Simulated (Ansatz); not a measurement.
Mg5O6 (slab)

Input file:

```
crystal:
  lattice:
    - [2.9728306127, 0.0, 0.0]
    - [-1.4864153063, 2.5745468317, 0.0]
    - [0.0, 0.0, 27.1365301546]
  atoms:
    - { symbol: O, position: [0.3333333333, 0.6666666667, 0.2763802136] }
    - { symbol: Mg, position: [0.6666666667, 0.3333333333, 0.3211041709] }
    - { symbol: O, position: [0.0, 0.0, 0.3658281281] }
    - { symbol: Mg, position: [0.3333333333, 0.6666666667, 0.4105520854] }
    - { symbol: O, position: [0.6666666667, 0.3333333333, 0.4552760427] }
    - { symbol: Mg, position: [0.0, 0.0, 0.5] }
    - { symbol: O, position: [0.3333333333, 0.6666666667, 0.5447239573] }
    - { symbol: Mg, position: [0.6666666667, 0.3333333333, 0.5894479146] }
    - { symbol: O, position: [0.0, 0.0, 0.6341718719] }
    - { symbol: Mg, position: [0.3333333333, 0.6666666667, 0.6788958291] }
    - { symbol: O, position: [0.6666666667, 0.3333333333, 0.7236197864] }
basis:
  ecutwfc: 500
kpoints:
  mp_grid: { grid: [9, 9, 1] }
hamiltonian:
  xc: r2scan
scf:
  occupations: { method: gaussian, width: 0.05 }
output:
  forces: true
  stress: true
  eigenvalues: true
  write_density: true
  write_potential: true
  elf: true
  volumetric_format: npy
efield:
  axis: 3
  dipole_correction: true
  ramp_width: 0.04
```

Launched as:

```sh
ansatz run input.yaml --threads 1 --pin off --max-ram 2560MiB --backend cpu --events-out ev --progress --plain --runs-dir out
```

Not relaxed (largest force 1.0 eV/Å).

Computed with Ansatz, DFT r2SCAN, scalar-relativistic, plane waves, PAW.

In a PAW calculation such maps are meaningful between the atoms, not at the nuclei.

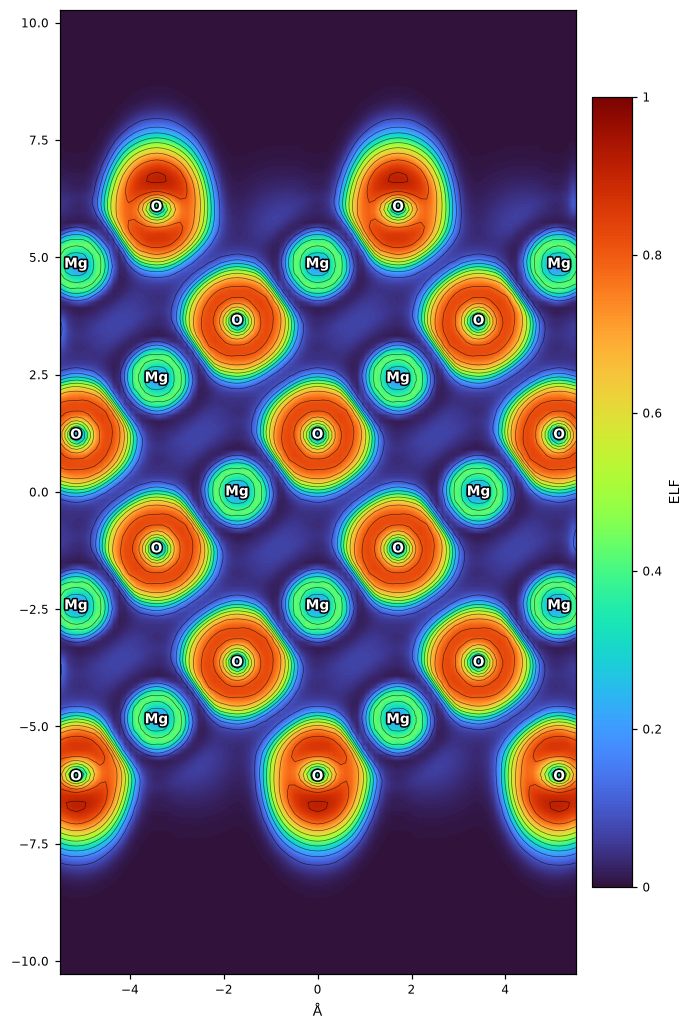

Figure 1. Electron localisation function on the (110) plane of the calculation cell, a cut from vacuum to vacuum.

Q: Describe what can be read from this map.

A: Atoms in the plane: O and Mg. Mg–O (2.10 Å): the ELF peaks at about 0.85 in the valence shell of O, 0.6 Å from its nucleus, and is about 0.35 at the midpoint.

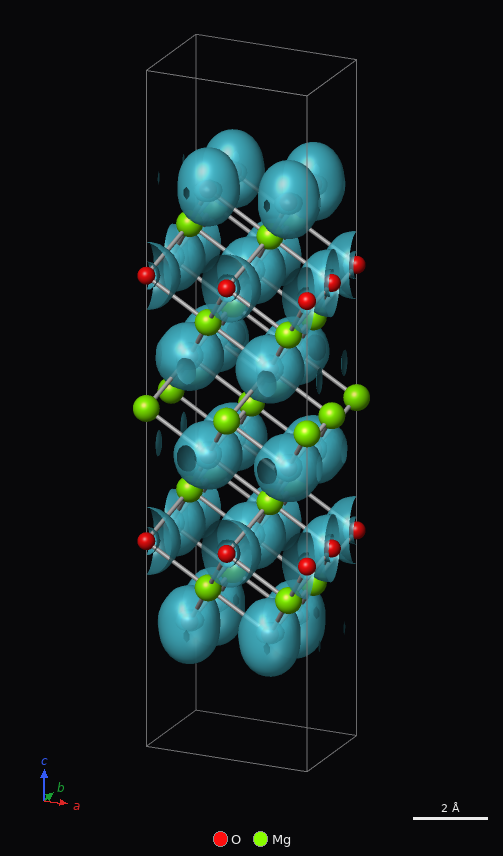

Figure 2. Isosurface of the electron localisation function at 0.7 (cyan), seen slightly off an axis. Only the valence region is drawn (cores and ρ < 0.01 e/Å³ removed). Sticks mark near contacts.

Q: Where are the electrons localised?

A: At this value the surface marks out six regions wrapped around O (the valence shell of each), counted in one cell of 11 atoms. Counts are for one cell; the picture repeats the cell along the surface.

Q: Does the calculation make it a metal, or give it a gap?

A: It is gapless in this calculation (a metal or semimetal).
